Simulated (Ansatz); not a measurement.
Geometry relaxation, with input and output: Ga3Sb (part 2 of 2)

The same run, continued: Ga3Sb (I4/mmm, 4 atoms in the cell); DFT PBEsol+D3(BJ), scalar-relativistic, plane waves, PAW, no spin polarisation (Ansatz 0.2.0); cutoff 420 eV, 14×14×14 k-mesh, Gaussian smearing of 0.1 eV. The structure derives from a Materials Project entry.

Geometry of the input (Å; fractional positions):
```
-2.1588  2.1588  4.7605
2.1588  -2.1588  4.7605
2.1588  2.1588  -4.7605
Ga 0.7500  0.2500  0.5000
Ga 0.2500  0.7500  0.5000
Ga 0.5000  0.5000  0.0000
Sb 0.0000  0.0000  0.0000
```

**Output, continued**
```
relax step   8: F+E_penalty+E_count = -17638.84438268 eV  Δ(F+E_penalty+E_count) = -8.117e-5 eV  max|allowed force component| = 6.939e-18 eV/Å  Δτ_max = 0.0000 Å  P = +0.002 GPa  Ω = 78.396 Å³  energy of the carried Pulay correction = +2.359e-3 eV  (9 SCF iters, accepted)
Basis set: ecut = 420 eV, 1515 PW (Γ), exchange–correlation on 72×72×72 points (8 copies of the dense FFT grid, shifted against one another)
Initial wavefunctions: pseudopotential atomic-orbital guess (no wavefunctions were taken with the density)
iter 1 solved again at ethr=1.27e-7 eV; its pass at ethr=3.10e-3 eV (dr2=6.87e-5 eV) is discarded
SCF iter   1: F=—  HF=-17638.841761 eV  |F-HF|=—  |Δ(HF+E_count)|=         —  Δρ=1.49e-4  dr2=5.29e-6  ethr=1.27e-7  ⟨swp⟩=3.0  Hψ=53408  notcnv=0
preconditioner: auto → Kerker (q_TF=auto, 2.564 Å⁻¹)  [metal: Δε(μ)=0.018 eV  Ē_g=18.118 eV  σ=0.100 eV  W_gap=0.10  n_scr=22 (ndim 8)  ℏωp=30.8 eV  f_vac=0.000  D(μ)=1.53/eV (n_scr^D=10)]
SCF iter   2: F=—  HF=-17638.841756 eV  |F-HF|=—  |Δ(HF+E_count)|=   4.96e-6  Δρ=1.49e-4  dr2=7.73e-6  ethr=9.80e-9  ⟨swp⟩=2.0  Hψ=12769  notcnv=0
SCF iter   3: F=—  HF=-17638.841759 eV  |F-HF|=—  |Δ(HF+E_count)|=   3.03e-6  Δρ=4.16e-5  dr2=6.59e-7  ethr=9.80e-9  ⟨swp⟩=2.0  Hψ=13035  notcnv=0
SCF iter   4: F=—  HF=-17638.841757 eV  |F-HF|=—  |Δ(HF+E_count)|=   1.64e-6  Δρ=7.24e-6  dr2=3.87e-8  ethr=1.22e-9  ⟨swp⟩=2.0  Hψ=13380  notcnv=0
SCF iter   5: F=—  HF=-17638.841757 eV  |F-HF|=—  |Δ(HF+E_count)|=   6.64e-8  Δρ=1.40e-6  dr2=1.42e-9  ethr=7.17e-11  ⟨swp⟩=2.0  Hψ=13436  notcnv=0
SCF iter   6: F=—  HF=-17638.841757 eV  |F-HF|=—  |Δ(HF+E_count)|=  2.29e-10  Δρ=2.90e-7  dr2=6.72e-11  ethr=2.62e-12  ⟨swp⟩=2.0  Hψ=13438  notcnv=0
SCF iter   7: F=—  HF=-17638.841757 eV  |F-HF|=—  |Δ(HF+E_count)|=  1.09e-11  Δρ=1.96e-7  dr2=2.09e-11  ethr=1.00e-12  ⟨swp⟩=6.0  Hψ=39640  notcnv=0
SCF iter   8: F=-17638.841757 eV  HF=-17638.841757 eV  |F-HF|=7.28e-12  |Δ(HF+E_count)|=  2.91e-11  Δρ=4.52e-8  dr2=1.51e-12  ethr=1.00e-12  ⟨swp⟩=6.0  Hψ=35905  notcnv=0
SCF 9 converged in 8 iterations: F = -17638.841757 eV  dr2 = 1.51e-12
  greatest PAW one-centre occupation: 0.997 electrons in one spin orbital (limit 2), on the Sb atom at site 3 (counted from 0), in its partial waves of l = 2
relax step   9: F+E_penalty+E_count = -17638.84175707 eV  Δ(F+E_penalty+E_count) = +2.626e-3 eV  max|allowed force component| = 6.939e-18 eV/Å  Δτ_max = 0.0000 Å  P = +0.005 GPa  Ω = 78.396 Å³  stress off target by 5.73e-3 GPa  SCF on the basis re-selected at this cell (its energy is not comparable with the rows above)  (8 SCF iters)
```

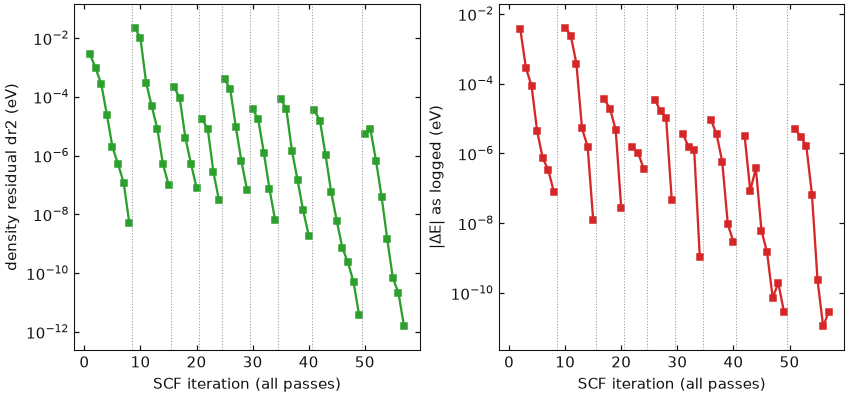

Fig. 1: Convergence of the self-consistent field: density residual dr2 and size of the energy change against the SCF iteration. The dotted lines part the SCF passes of the relaxation: geometry steps, rejected trials and re-solves on a re-selected basis. The 9 passes take 4 to 9 iterations each, 57 in all.

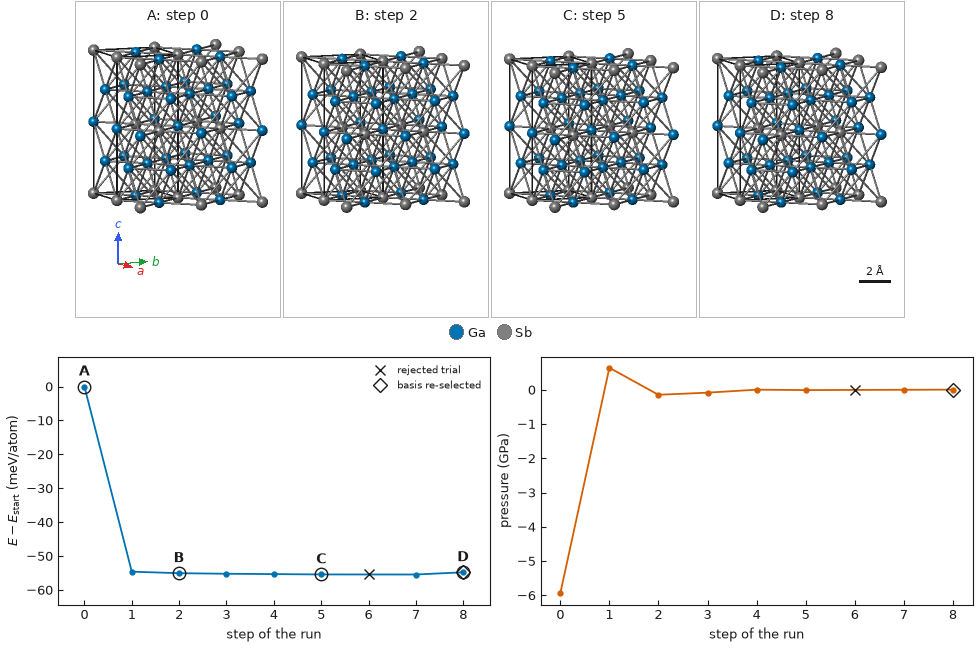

Fig. 2: Frames of the relaxation (ball-and-stick view of the cell 2 times as large as that of the calculation, set on its symmetry axes, repeated 2 × 2 × 1, seen slightly off an axis) above the curves, on which the letters mark them (the first geometry is step 0 here and step 1 in the log).

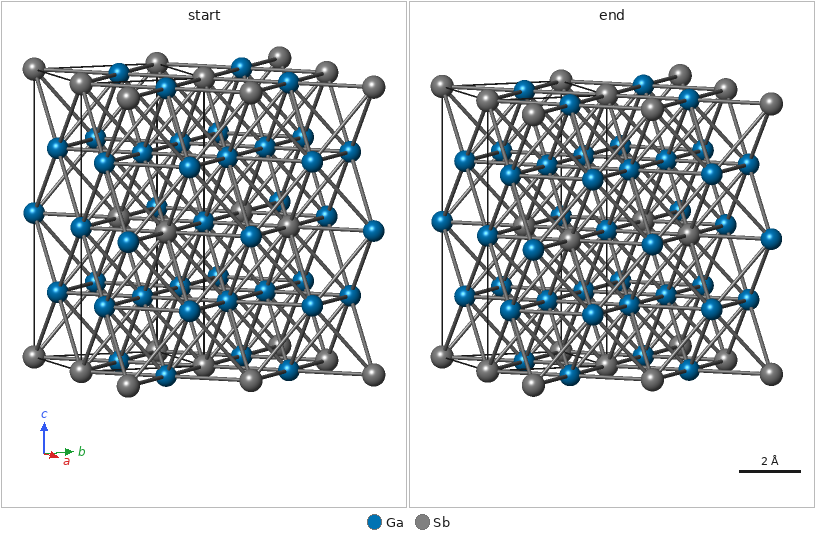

Fig. 3: Before (left) and after (right) the relaxation, at one scale (ball-and-stick view of the cell 2 times as large as that of the calculation, set on its symmetry axes, repeated 2 × 2 × 1, seen slightly off an axis). The energy falls by 55.4 meV per atom in 7 geometry steps. All forces vanish by symmetry, so only the cell relaxes. The pressure goes from −5.94 to 0.01 GPa. The line search rejected the trial step at point 6 (counted from 0) and went back. The atoms keep their places relative to the cell (all moves are under 0.005 Å). The drawn cell changes as follows: a = b 4.318 → 4.186 Å (−3.1 %), c 9.521 → 8.949 Å (−6.0 %); the volume changes by −11.7 %. Distances before and after: Ga1–Ga3 3.213 → 3.064 Å, Ga1–Sb4 3.213 → 3.064 Å, Ga1–Ga2 3.053 → 2.960 Å, Ga3–Sb4 3.053 → 2.960 Å. The space group stays I4/mmm (No. 139). A last SCF at the same geometry on a re-selected plane-wave basis shifts the energy by +0.7 meV per atom. (Atoms are counted from 1 in the order of the input.)

```
basis re-selected at this cell: Δ(F+E_penalty+E_count) = +2.626e-3 eV, ΔP = +0.003 GPa vs the last step (what re-selecting the basis moved, of the pressure what is left beyond the Pulay correction that the steps carried, after the strain that the cell walked since its last selection, with what the two solves' SCF thresholds leave and, on support functions, any second-order correction that the steps lacked; it is no measure of the basis error at this ecutwfc). The dense FFT grid was sized anew with the basis: this SCF ran on 36×36×36 points, the steps before it on 40×40×40, so part of this shift can come from that change (see relax.cell in the input reference). This SCF's stress stands 5.73e-3 GPa from its target on what of the cell is left free (relax.cell.stress_tol is 5.00e-2 GPa) and its largest allowed force component is 6.94e-18 eV/Å (relax.f_tol is 5.00e-3 eV/Å): within both
SCF converged after 8 iterations
Free energy (F): -17638.841757 eV
Harris-Foulkes:  -17638.841757 eV  (|F-HF|=7.28e-12)
Internal energy: -17638.834094 eV  (E = F + TS)
E sigma→0 (E₀):  -17638.837925 eV
Entropy (-TS):   -0.007663 eV (-1.916 meV/atom)
Fermi energy:    11.178738 eV
--- Per-component energies (eV) ---
  E_band       = -202.780102
  E_kinetic    = 554.977192
  E_local      = -6615.104523  (includes V_loc(G=0)·N_el)
  E_nonlocal   = 1633.058816
  E_hartree    = 3102.828163
  E_xc         = -346.701445
  E_vxc        = -274.862299  (∫ρ·V_xc dr)
  E_paw        = -10335.696848  (= ΣΔE_a)
  E_vpaw       = -1706.505301  (= ΣTr[D̂ρ^β])
  E_aug_tail   = -0.000346  (compensation charges beyond the density's cutoff)
  E_ewald      = -5633.616163
  E_disp       = -1.499731  (pairwise vdW)
  E_core_change = 2.920790  (= ΣΔE_core)
  E_smearing   = -0.007663  (= −TS)
  E_closure    = -0.000000  (closes the sum)
  Σ components = -17638.841757   (vs F -17638.841757, Δ=0.00e0)
--- Forces (eV/Å), atoms counted from 1 ---
  atom   1  Ga    -0.00000000     0.00000000    -0.00000000
  atom   2  Ga     0.00000000     0.00000000     0.00000000
  atom   3  Ga    -0.00000000     0.00000000     0.00000000
  atom   4  Sb     0.00000000     0.00000000    -0.00000000
  max |Σ_I F_I| component: 6.94e-18 eV/Å
--- Stress (GPa, compression-positive) ---
        0.005727       0.000000       0.000000
        0.000000       0.005727       0.000000
        0.000000      -0.000000       0.004190
  P = ⅓ Tr σ = 0.0052 GPa (0.052 kbar)
--- Band table (eV; the first three rows and the last of 244) ---
  k-point 0: bands = ["-17.9769", "-17.9702", "-17.9702", "-17.9616", "-17.9615", "-3.8386", "-3.7957", "-3.7664", "-3.7162", "-3.7162", "-3.7143", "-3.7143", "-3.6928", "-3.6716", "-3.6363", "-3.5904", "-3.5594", "-3.5594", "-3.5470", "-3.4649", "-1.2874", "6.0935", "6.9190", "8.4186", "9.1075", "9.1075", "9.4676", "10.6235", "10.6235", "11.8863", "12.0471", "15.6206", "15.6206"]
  k-point 1: bands = ["-17.9767", "-17.9704", "-17.9703", "-17.9617", "-17.9610", "-3.8318", "-3.7909", "-3.7618", "-3.7205", "-3.7161", "-3.7144", "-3.7136", "-3.6866", "-3.6695", "-3.6344", "-3.5936", "-3.5662", "-3.5602", "-3.5510", "-3.4739", "-1.2037", "5.9898", "7.0053", "7.8479", "8.7227", "8.7832", "9.9649", "10.0288", "11.4907", "12.5704", "12.7002", "14.4812", "15.7232"]
  k-point 2: bands = ["-17.9761", "-17.9707", "-17.9705", "-17.9621", "-17.9595", "-3.8178", "-3.7741", "-3.7513", "-3.7349", "-3.7159", "-3.7115", "-3.7071", "-3.6695", "-3.6656", "-3.6298", "-3.6036", "-3.5846", "-3.5660", "-3.5624", "-3.4947", "-0.9520", "5.6182", "7.2384", "7.5407", "7.8978", "7.9811", "9.1034", "11.3220", "12.7286", "12.9205", "13.7178", "14.0423", "16.0330"]
  k-point 243: bands = ["-17.9768", "-17.9701", "-17.9701", "-17.9618", "-17.9615", "-3.8352", "-3.8252", "-3.8090", "-3.8090", "-3.7465", "-3.7298", "-3.6850", "-3.6254", "-3.6115", "-3.6115", "-3.5540", "-3.5540", "-3.5508", "-3.5425", "-3.4650", "-0.1103", "1.6954", "7.4344", "7.6754", "7.6754", "8.7187", "13.7423", "14.2166", "14.2166", "15.2006", "16.1712", "16.3574", "17.2190"]
--- Relaxed structure (8 steps of the walk, 7 accepted, 1 SCFs on fresh bases) ---
  F+E_penalty+E_count = -17638.84175707 eV   max|allowed force component| = 6.939e-18 eV/Å   (the final SCF, on the basis selected at the relaxed cell)
  cell:  # Å, volume = 78.3962 Å³
    - [-2.092850158261756, 2.092850158261756, 4.474647116391485]
    - [2.092850158261756, -2.092850158261756, 4.474647116391485]
    - [2.092850158261756, 2.092850158261756, -4.474647116391485]
  atoms:
    - { symbol: Ga, position: [0.75, 0.25000000000000006, 0.5] }
    - { symbol: Ga, position: [0.25000000000000006, 0.75, 0.5] }
    - { symbol: Ga, position: [0.5000000000000001, 0.5000000000000001, 5.973607170347953e-35] }
    - { symbol: Sb, position: [-2.7453443841925514e-36, 1.7850046658308325e-36, 1.5681977480850174e-36] }
```

**Trajectory as extended XYZ (Å, eV, eV/Å), 9 frames, from step=1 to step=9**
```
4
Lattice="-2.1588 2.1588 4.7605 2.1588 -2.1588 4.7605 2.1588 2.1588 -4.7605" Properties=species:S:1:pos:R:3:forces:R:3 step=1 energy=-17638.62263 pressure_GPa=-5.94
Ga    0.0000    2.1588    2.3802    0.0000   0.0000   0.0000
Ga    2.1588    0.0000    2.3802    0.0000   0.0000   0.0000
Ga    0.0000    0.0000    4.7605    0.0000   0.0000   0.0000
Sb    0.0000    0.0000    0.0000    0.0000   0.0000   0.0000
4
Lattice="-2.0702 2.0702 4.5285 2.0702 -2.0702 4.5285 2.0702 2.0702 -4.5285" Properties=species:S:1:pos:R:3:forces:R:3 step=2 energy=-17638.84104 pressure_GPa=0.64
Ga    0.0000    2.0702    2.2642    0.0000   0.0000   0.0000
Ga    2.0702    0.0000    2.2642    0.0000   0.0000   0.0000
Ga    0.0000    0.0000    4.5285    0.0000   0.0000   0.0000
Sb    0.0000    0.0000    0.0000    0.0000   0.0000   0.0000
4
Lattice="-2.0816 2.0816 4.5332 2.0816 -2.0816 4.5332 2.0816 2.0816 -4.5332" Properties=species:S:1:pos:R:3:forces:R:3 step=3 energy=-17638.84283 pressure_GPa=-0.14
Ga    0.0000    2.0816    2.2666    0.0000   0.0000   0.0000
Ga    2.0816    0.0000    2.2666    0.0000   0.0000   0.0000
Ga    0.0000    0.0000    4.5332    0.0000   0.0000   0.0000
Sb    0.0000    0.0000    0.0000    0.0000   0.0000   0.0000
4
Lattice="-2.0844 2.0844 4.5168 2.0844 -2.0844 4.5168 2.0844 2.0844 -4.5168" Properties=species:S:1:pos:R:3:forces:R:3 step=4 energy=-17638.84350 pressure_GPa=-0.08
Ga    0.0000    2.0844    2.2584    0.0000   0.0000   0.0000
Ga    2.0844    0.0000    2.2584    0.0000   0.0000   0.0000
Ga    0.0000    0.0000    4.5168    0.0000   0.0000   0.0000
Sb    0.0000    0.0000    0.0000    0.0000   0.0000   0.0000
4
Lattice="-2.1008 2.1008 4.4414 2.1008 -2.1008 4.4414 2.1008 2.1008 -4.4414" Properties=species:S:1:pos:R:3:forces:R:3 step=5 energy=-17638.84391 pressure_GPa=0.00
Ga    0.0000    2.1008    2.2207    0.0000   0.0000   0.0000
Ga    2.1008    0.0000    2.2207    0.0000   0.0000   0.0000
Ga    0.0000    0.0000    4.4414    0.0000   0.0000   0.0000
Sb    0.0000    0.0000    0.0000    0.0000   0.0000   0.0000
4
Lattice="-2.0957 2.0957 4.4633 2.0957 -2.0957 4.4633 2.0957 2.0957 -4.4633" Properties=species:S:1:pos:R:3:forces:R:3 step=6 energy=-17638.84430 pressure_GPa=-0.01
Ga    0.0000    2.0957    2.2317    0.0000   0.0000   0.0000
Ga    2.0957    0.0000    2.2317    0.0000   0.0000   0.0000
Ga    0.0000    0.0000    4.4633    0.0000   0.0000   0.0000
Sb    0.0000    0.0000    0.0000    0.0000   0.0000   0.0000
4
Lattice="-2.0878 2.0878 4.4957 2.0878 -2.0878 4.4957 2.0878 2.0878 -4.4957" Properties=species:S:1:pos:R:3:forces:R:3 step=7 energy=-17638.84413 pressure_GPa=0.01 accepted=F
Ga    0.0000    2.0878    2.2478    0.0000   0.0000   0.0000
Ga    2.0878    0.0000    2.2478    0.0000   0.0000   0.0000
Ga    0.0000    0.0000    4.4957    0.0000   0.0000   0.0000
Sb    0.0000    0.0000    0.0000    0.0000   0.0000   0.0000
4
Lattice="-2.0928 2.0928 4.4746 2.0928 -2.0928 4.4746 2.0928 2.0928 -4.4746" Properties=species:S:1:pos:R:3:forces:R:3 step=8 energy=-17638.84438 pressure_GPa=0.00
Ga    0.0000    2.0928    2.2373    0.0000   0.0000   0.0000
Ga    2.0928    0.0000    2.2373    0.0000   0.0000   0.0000
Ga    0.0000    0.0000    4.4746    0.0000   0.0000   0.0000
Sb    0.0000    0.0000    0.0000    0.0000   0.0000   0.0000
4
Lattice="-2.0928 2.0928 4.4746 2.0928 -2.0928 4.4746 2.0928 2.0928 -4.4746" Properties=species:S:1:pos:R:3:forces:R:3 step=9 energy=-17638.84176 pressure_GPa=0.01
Ga    0.0000    2.0928    2.2373    0.0000   0.0000   0.0000
Ga    2.0928    0.0000    2.2373    0.0000   0.0000   0.0000
Ga    0.0000    0.0000    4.4746    0.0000   0.0000   0.0000
Sb    0.0000    0.0000    0.0000    0.0000   0.0000   0.0000
```

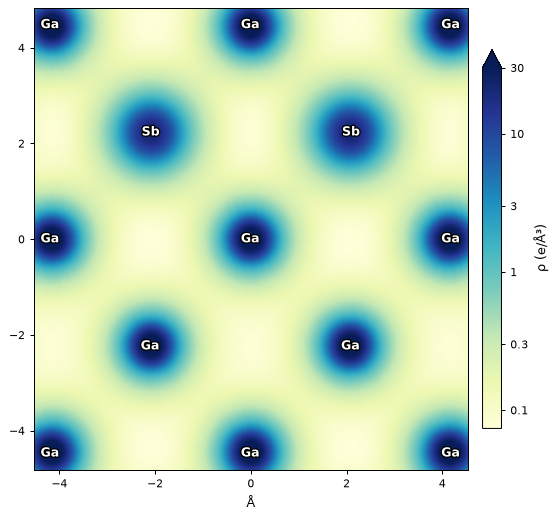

Fig. 4: Valence charge density (pseudo) on the (010) plane of the conventional cell. Ga–Sb (3.06 Å): ρ is about 0.2 e/Å³ halfway. Away from the nuclei the density in this plane falls to 0.07 e/Å³ at its lowest. The fields are those of the smooth PAW valence density.
